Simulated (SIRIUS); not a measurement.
**RbCl: 7 runs along one coordinate**

System: RbCl (Fm-3m, 2 atoms in the cell).
Method: Kohn-Sham DFT of a periodic cell, PBEsol, dojo-sr-pbesol-0.4.1-standard, no spin polarisation (SIRIUS 7.12.0).

The 7 runs differ only in the geometry, by an even scaling of the cell at fixed fractional positions. The structure derives from an entry of the Crystallography Open Database.

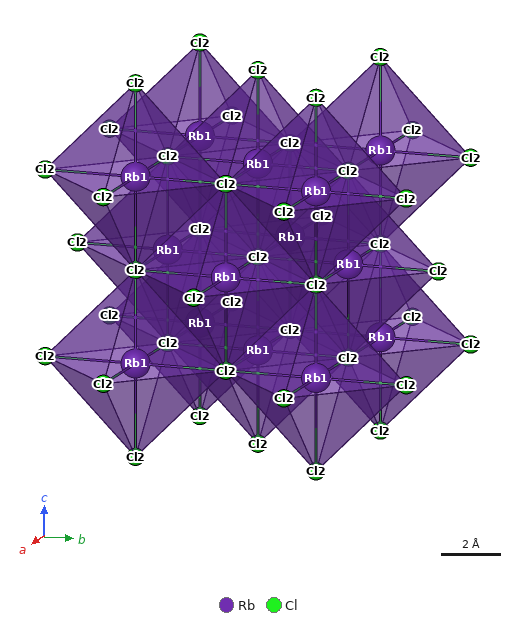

Figure 1. The structure of run 4 (polyhedral view of the cell 4 times as large as that of the calculation, set on its symmetry axes, seen slightly off an axis; polyhedra are completed across the faces of the cell; atoms are numbered from 1 in the order of the input). An atom can appear more than once, as a periodic image.

## Input of run 4
```
{
  "control": {
    "processing_unit": "cpu",
    "verbosity": 2,
    "num_bands_to_print": 15,
    "print_forces": true,
    "print_stress": true
  },
  "parameters": {
    "electronic_structure_method": "pseudopotential",
    "xc_functionals": ["XC_GGA_X_PBE_SOL", "XC_GGA_C_PBE_SOL"],
    "gk_cutoff": 7.7,
    "pw_cutoff": 15.4,
    "ngridk": [7, 7, 7],
    "shiftk": [0, 0, 0],
    "smearing": "fermi_dirac",
    "smearing_width": 0.0018374661,
    "num_bands": 15,
    "num_mag_dims": 0,
    "num_dft_iter": 100,
    "energy_tol": 1e-08,
    "density_tol": 1e-06
  },
  "iterative_solver": {
    "type": "davidson",
    "min_tolerance": 1e-10
  },
  "mixer": {
    "type": "anderson",
    "beta": 0.7,
    "max_history": 8
  },
  "settings": {
    "tol_ne": 1e-10,
    "pseudo_grid_cutoff": 6.5
  },
  "unit_cell": {
    "lattice_vectors": [
      [0.0, 6.186963332025, 6.186963332025],
      [6.186963332025, 0.0, 6.186963332025],
      [6.186963332025, 6.186963332025, 0.0]
    ],
    "atom_coordinate_units": "lattice",
    "atom_types": ["Rb", "Cl"],
    "atom_files": {
      "Cl": "Cl.json",
      "Rb": "Rb.json"
    },
    "atoms": {
      "Rb": [
        [0.0, 0.0, 0.0]
      ],
      "Cl": [
        [0.5, 0.5, 0.5]
      ]
    }
  }
}
```

Command:
```bash
upf_to_json Cl.upf
upf_to_json Rb.upf
OMP_NUM_THREADS=1 sirius.scf --input=sirius.json --output=out.json --task=0
```

Lattice vectors (Å) and fractional positions of run 4:
```
   0.000000    3.274000    3.274000
   3.274000    0.000000    3.274000
   3.274000    3.274000    0.000000
Rb  0.000000  0.000000  0.000000
Cl  0.500000  0.500000  0.500000
```

Run 2 differs from it as follows:
```diff
-      [0.0, 6.186963332025, 6.186963332025],
-      [6.186963332025, 0.0, 6.186963332025],
-      [6.186963332025, 6.186963332025, 0.0]
+      [0.0, 6.10334546907, 6.10334546907],
+      [6.10334546907, 0.0, 6.10334546907],
+      [6.10334546907, 6.10334546907, 0.0]
```

## Results, with one run withheld

| run | volume per atom (Å³) | free energy per atom, from the lowest run given (meV) | pressure (GPa) | gap on the mesh (eV) |
| --- | --- | --- | --- | --- |
| 1 | 32.989 | 6.88 | 1.14 | 5.08 |
| 2 | 33.690 | ? | ? | ? |
| 3 | 34.392 | 0.60 | 0.30 | 4.95 |
| 4 | 35.094 | 0.00 | −0.04 | 4.89 |
| 5 | 35.796 | 0.83 | −0.35 | 4.83 |
| 6 | 36.498 | 2.93 | −0.62 | 4.78 |
| 7 | 37.200 | 6.15 | −0.86 | 4.72 |

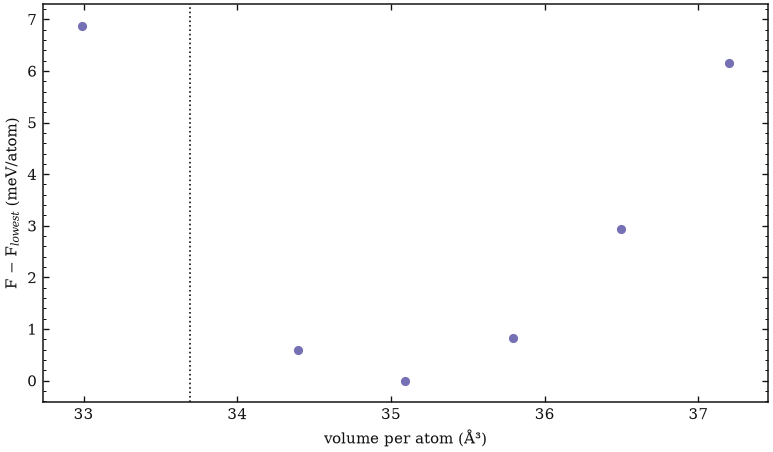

Figure 2. Free energy per atom of the runs given; the dotted line marks run 2.

Fit the runs given and predict run 2.

A cubic polynomial in V^(−2/3) (the Birch–Murnaghan form), fitted to the 6 runs given, misses them by under 0.01 meV per atom. With x = V^(−2/3) − 0.09296 Å⁻², it reads F = 0.088201 − 423.47 x + 4.6144e+05 x² + 2.8866e+06 x³ (meV per atom). At run 2 it gives 2.83 meV per atom, and the run itself gives 2.82. The slope of the fit gives a pressure −dF/dV of 0.71 GPa there, and the run prints 0.70 GPa. The fit has its minimum at 35.024 Å³ per atom, where V d²F/dV² gives 16.5 GPa: the bulk modulus at this level, since symmetry fixes the shape and the positions. The gap on the mesh goes, without turning, from 5.08 eV in run 1 to 4.72 eV in run 7; run 2 has 5.01 eV. These are gaps of this functional on this mesh, which can miss the band edges; they aren't the measured gap.

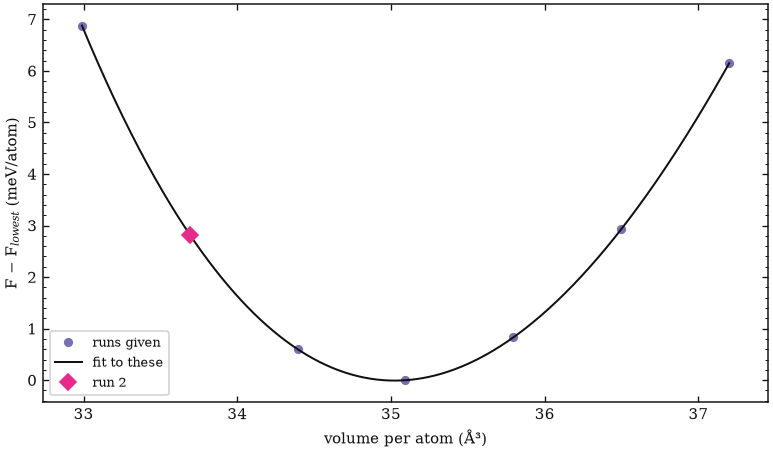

Figure 3. The fit and the withheld run.

## Some lines of the output (run 2)
```
[...]
[find] band gap (eV)                  :       5.01251691
[find] Efermi                         :       0.13129062
[find] Total energy                   :     -43.54520635 (Ha),     -87.09041270 (Ry)
[find] Free energy (E-TS)             :     -43.54520635 (Ha),     -87.09041270 (Ry)
[find] band gap (eV)                  :       5.01306406
[find] Efermi                         :       0.13129508
[find] Total energy                   :     -43.54520636 (Ha),     -87.09041271 (Ry)
[find] Free energy (E-TS)             :     -43.54520636 (Ha),     -87.09041271 (Ry)
[find] band gap (eV)                  :       5.01316240
[find] Efermi                         :       0.13071154
[find] band gap (eV)                  :       5.01319110
[find] Efermi                         :       0.13071181
[find] band gap (eV)                  :       5.01319223
[find] Efermi                         :       0.13071136
```
